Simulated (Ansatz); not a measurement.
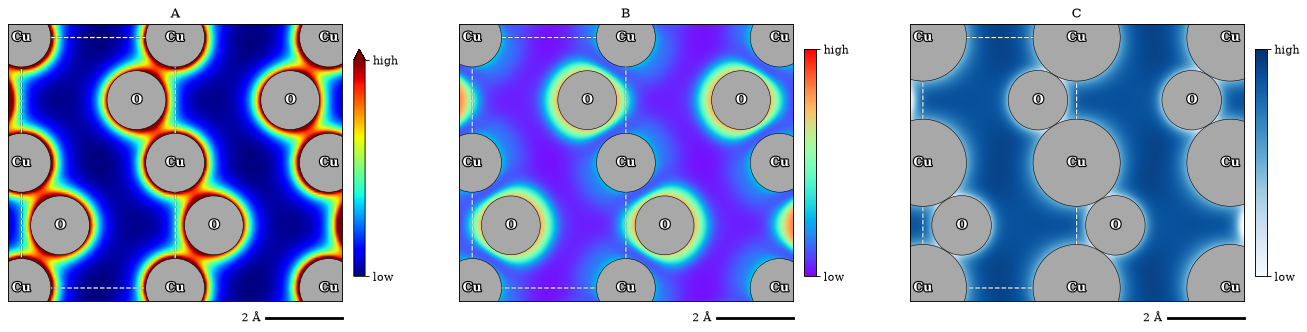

CuO: 3 fields on the (101̄) plane of the conventional cell, with unlabelled colour scales. Grey discs cover the atomic cores.

Space group C2/c; a structure from a database of computed crystals, not necessarily the ambient phase; computed pressure about 6 GPa in this cell.

The calculation used Kohn-Sham DFT of a periodic cell, PBE, Ansatz PAW earlier set in Ansatz 0.2.0.

### Match the panels to the quantities (electron localisation function, electrostatic potential energy of an electron and valence pseudo-density).

Panel A: valence pseudo-density. Panel B: electron localisation function. Panel C: electrostatic potential energy of an electron (low next to the atoms, rising into the space between them).
